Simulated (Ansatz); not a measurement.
## A series of single points on Pt

System: Pt (I4/mmm, 2 atoms in the cell).
Method: DFT PBE, scalar-relativistic, plane waves, PAW, no spin polarisation (Ansatz 0.2.0).

The 6 runs differ only in the geometry, by a strain of the cell at fixed fractional positions. Against run 3, the strain is εzz = η. The structure derives from an entry of the Crystallography Open Database.

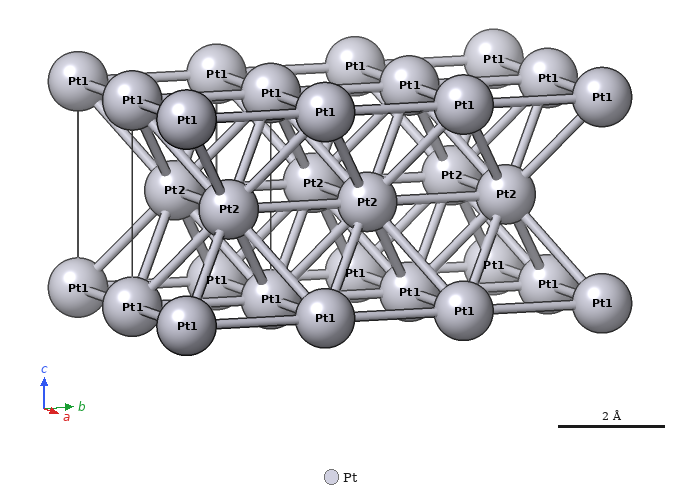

Figure 1. The structure of run 3 (ball-and-stick view of the cell of the calculation, repeated 2 × 3 × 1, seen slightly off an axis; atoms are numbered from 1 in the order of the input).

### Input of run 3
```yaml
crystal:
  lattice:
    - [1.9850550543, 1.9850550543, 0.0]
    - [-1.9850550543, 1.9850550543, 0.0]
    - [0.0, 0.0, 3.9304090076]
  atoms:
    - { symbol: Pt, position: [0.0, 0.0, 0.0] }
    - { symbol: Pt, position: [0.5, 0.5, 0.5] }
basis:
  ecutwfc: 420
kpoints:
  mp_grid: { grid: [18, 18, 14] }
hamiltonian:
  xc: pbe
scf:
  occupations: { method: gaussian, width: 0.1 }
output:
  forces: true
  stress: true
  eigenvalues: true
```

Command:
```bash
ansatz run input.yaml --threads 1 --pin off --max-ram 2560MiB --backend cpu --events-out ev --progress --plain --runs-dir out
```

Run 5 differs from it as follows:
```diff
-    - [0.0, 0.0, 3.9304090076]
+    - [0.0, 0.0, 4.0098112098]
```

### Results, with one run withheld

```csv
run,strain parameter η (%),"free energy per atom, from the lowest run given (meV)",pressure (GPa)
1,−2.0202,14.07,8.26
2,−1.0101,6.09,5.30
3,0.0000,1.47,2.54
4,1.0101,0.00,−0.03
5,2.0202,?,?
6,3.0303,5.75,−4.64
```

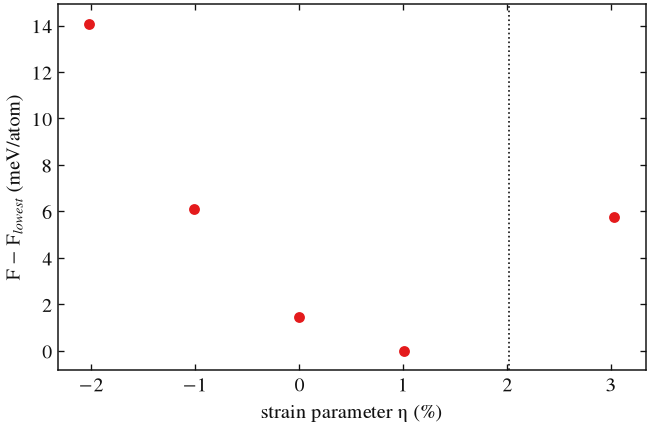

Figure 2. Free energy per atom of the runs given; the dotted line marks run 5.

What should run 5 give?

A cubic polynomial in the coordinate, fitted to the 5 runs given, misses them by under 0.01 meV per atom. With x = η − 0.2020, it reads F = 0.92829 − 2.3612 x + 1.5278 x² − 0.031886 x³ (meV per atom). At run 5 it gives 1.49 meV per atom, and the run itself gives 1.48. The fit has its minimum at η = 0.9944 %.

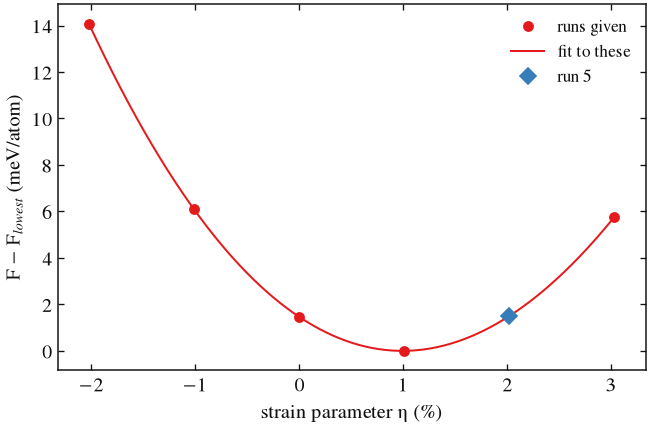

Figure 3. The fit and the withheld run.

### Output, shortened to warnings, some set-up lines, iterations and results (run 5)
```
Basis set: ecut = 420 eV, 633 PW (Γ), exchange–correlation on 40×40×54 points (8 copies of the dense FFT grid, shifted against one another)
Symmetry: 32 space group operations
k-points: 440 of 4536
Initial density: superposition of atomic densities (neutral atoms: chi_scale 0, normalization atom), corrected by the library's trained network
[...]
SCF iter   1: F=—  HF=-25046.031789 eV  |F-HF|=—  |Δ(HF+E_count)|=         —  Δρ=3.61e-3  dr2=7.12e-4  ethr=1.77e-3  ⟨swp⟩=4.8  Hψ=36806  notcnv=0
SCF iter   2: F=—  HF=-25046.034110 eV  |F-HF|=—  |Δ(HF+E_count)|=   2.32e-3  Δρ=1.99e-3  dr2=2.28e-4  ethr=1.98e-6  ⟨swp⟩=2.7  Hψ=21188  notcnv=0
SCF iter   3: F=—  HF=-25046.034431 eV  |F-HF|=—  |Δ(HF+E_count)|=   3.20e-4  Δρ=1.30e-4  dr2=1.93e-6  ethr=6.35e-7  ⟨swp⟩=2.0  Hψ=13818  notcnv=0
SCF iter   4: F=—  HF=-25046.034422 eV  |F-HF|=—  |Δ(HF+E_count)|=   8.17e-6  Δρ=4.85e-5  dr2=4.03e-7  ethr=5.35e-9  ⟨swp⟩=1.5  Hψ=11634  notcnv=0
SCF iter   5: F=-25046.034423 eV  HF=-25046.034423 eV  |F-HF|=1.35e-9  |Δ(HF+E_count)|=   1.50e-7  Δρ=8.96e-6  dr2=2.41e-8  ethr=1.12e-9  ⟨swp⟩=2.5  Hψ=13032  notcnv=0
SCF iter   6: F=-25046.034423 eV  HF=-25046.034423 eV  |F-HF|=1.96e-10  |Δ(HF+E_count)|=   1.21e-9  Δρ=2.24e-6  dr2=9.63e-10  ethr=6.69e-11  ⟨swp⟩=2.0  Hψ=29995  notcnv=0
SCF 1 converged in 6 iterations: F = -25046.034423 eV  dr2 = 9.63e-10
SCF converged after 6 iterations
Free energy (F): -25046.034423 eV
Harris-Foulkes:  -25046.034423 eV  (|F-HF|=1.96e-10)
Internal energy: -25046.013385 eV  (E = F + TS)
E sigma→0 (E₀):  -25046.023904 eV
Entropy (-TS):   -0.021038 eV (-10.519 meV/atom)
Fermi energy:    21.985831 eV
--- Per-component energies (eV) ---
  E_band       = -299.717592
  E_kinetic    = 1273.310677
  E_local      = -3045.121743  (includes V_loc(G=0)·N_el)
  E_nonlocal   = 399.625980
  E_hartree    = 1126.873071
  E_xc         = -522.906750
  E_vxc        = -604.800882  (∫ρ·V_xc dr)
  E_paw        = -18907.732116  (= ΣΔE_a)
  E_vpaw       = -576.477420  (= ΣTr[D̂ρ^β])
  E_aug_tail   = 0.000409  (compensation charges beyond the density's cutoff)
  E_ewald      = -5370.062913
  E_smearing   = -0.021038  (= −TS)
  E_closure    = 0.000000  (closes the sum)
  Σ components = -25046.034423   (vs F -25046.034423, Δ=0.00e0)
--- Forces (eV/Å), atoms counted from 1 ---
  atom   1  Pt     0.00000000    -0.00000000    -0.00000000
  atom   2  Pt    -0.00000000    -0.00000000    -0.00000000
  max |Σ_I F_I| component: 3.21e-29 eV/Å
--- Stress (GPa, compression-positive) ---
       -2.143775       0.000000       0.000000
        0.000000      -2.143775       0.000000
        0.000000       0.000000      -2.971617
  P = ⅓ Tr σ = -2.4197 GPa (-24.197 kbar)
```

Notes: Spin–orbit coupling is left out, which matters for Pt.
